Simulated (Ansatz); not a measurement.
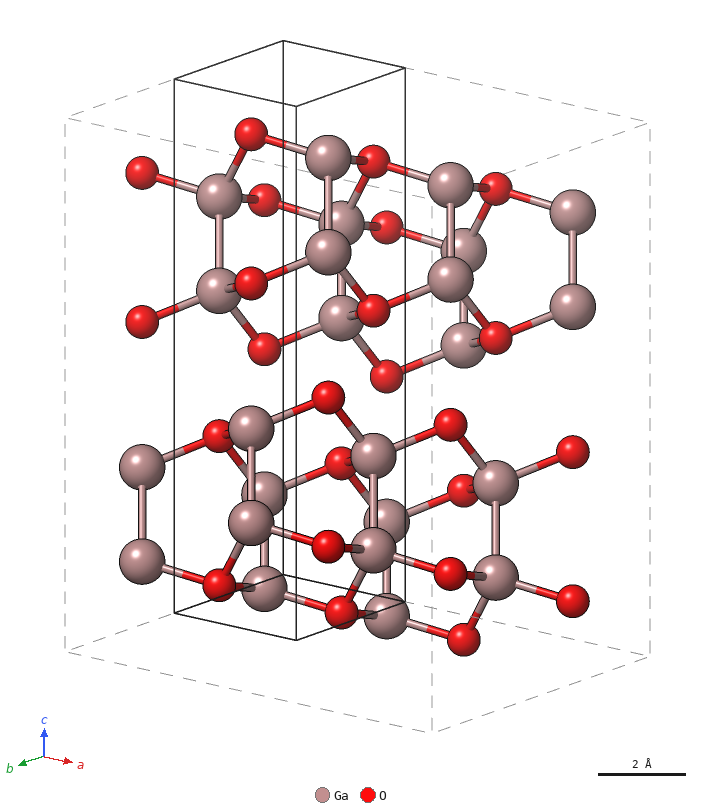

An orthographic ball-and-stick view of the structure, from a general direction. A block of 3×2×1 cells is shown, with one conventional unit cell in solid outline.

GaO, space group P6_3/mmc (No. 194), a = 3.10 Å, b = 3.10 Å, c = 14.20 Å, α = 90.00°, β = 90.00°, γ = 120.00°.

Level of theory and settings: DFT PBE, scalar-relativistic, plane waves, PAW in Ansatz, plane-wave cutoff 420 eV, the zone sampled with 12×12×2 points, no spin polarisation.

### Classify it as metallic or gapped, with the value.

A semiconductor at this level, with a gap of 1.25 eV on the k-mesh (the true edges may lie between mesh points, so the gap can be somewhat smaller).

### What is the clamped-ion dielectric constant?

ε∞ averages 4.6.

The cell started as a structure type filled with these elements by a generator (whether the compound takes this form wasn't checked). Earlier steps of the study, as a rule a relaxation of our own, may have changed the cell and positions, so they can lie some per cent off the listed ones. It went into a calculation with Ansatz.
